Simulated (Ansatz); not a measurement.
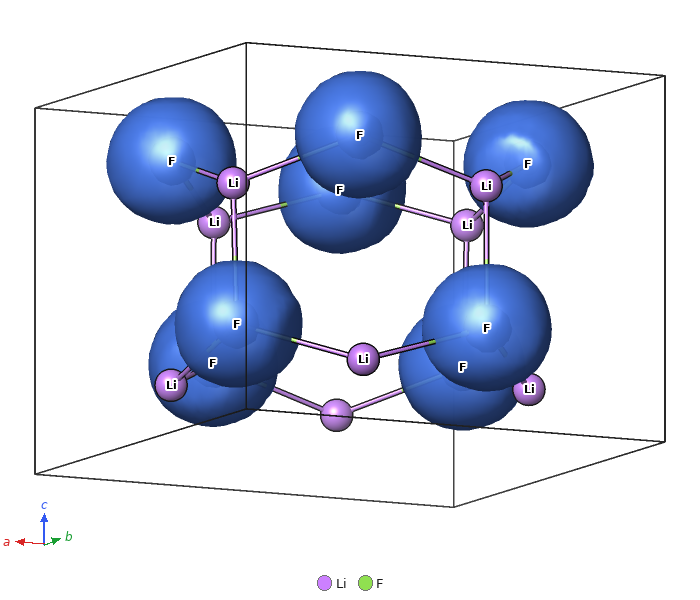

The picture shows: LiF. Isosurface of the ELF at 0.7 (blue), seen at an oblique angle. Core shells and regions of very low density are left out. Sticks mark near contacts.

Space group I4cm; a structure generated by program, which may or may not match a known phase; changed on purpose from its base cell (volume × 1.06, shape and atoms relaxed); computed pressure about −2 GPa in this cell.

Computed with Ansatz, DFT PBE, scalar-relativistic, plane waves, PAW.

In a PAW calculation such maps are meaningful between the atoms, not at the nuclei.

```
CELL_PARAMETERS angstrom
6.29466 0.00000 0.00000
0.00000 -6.29466 0.00000
0.00000 0.00000 -4.97720
ATOMIC_POSITIONS crystal
Li 0.35336 0.85336 0.69332
Li 0.85336 0.35336 0.19332
Li 0.14664 0.64664 0.19332
Li 0.64664 0.14664 0.69332
Li 0.14664 0.35336 0.69332
Li 0.64664 0.85336 0.19332
Li 0.85336 0.64664 0.69332
Li 0.35336 0.14664 0.19332
F 0.65246 0.84754 0.80668
F 0.15246 0.34754 0.30668
F 0.34754 0.15246 0.80668
F 0.84754 0.65246 0.30668
F 0.34754 0.84754 0.30668
F 0.84754 0.34754 0.80668
F 0.15246 0.65246 0.80668
F 0.65246 0.15246 0.30668
```

> Identify the bonds, lone pairs and shells in this picture.

The ELF exceeds this value in eight regions wrapped around F (the valence shell of each), counted in one cell of 16 atoms. Any copies at cell faces, edges or corners count once. Profiles from the grid: Li–F (1.88 Å): the ELF peaks at about 0.85 in the valence shell of F, 0.7 Å from its nucleus, and falls to about 0 next to Li; a largely ionic contact. Li–F (1.93 Å): the ELF peaks at about 0.80 in the valence shell of F, 0.6 Å from its nucleus, and falls to about 0.05 next to Li; an ionic contact with no shared pair.

> Does the calculation make it a metal, or give it a gap?

It is gapped, with a Kohn–Sham gap of 6.9 eV on the k-point mesh (the band edges may lie off the mesh, which would make the gap smaller).
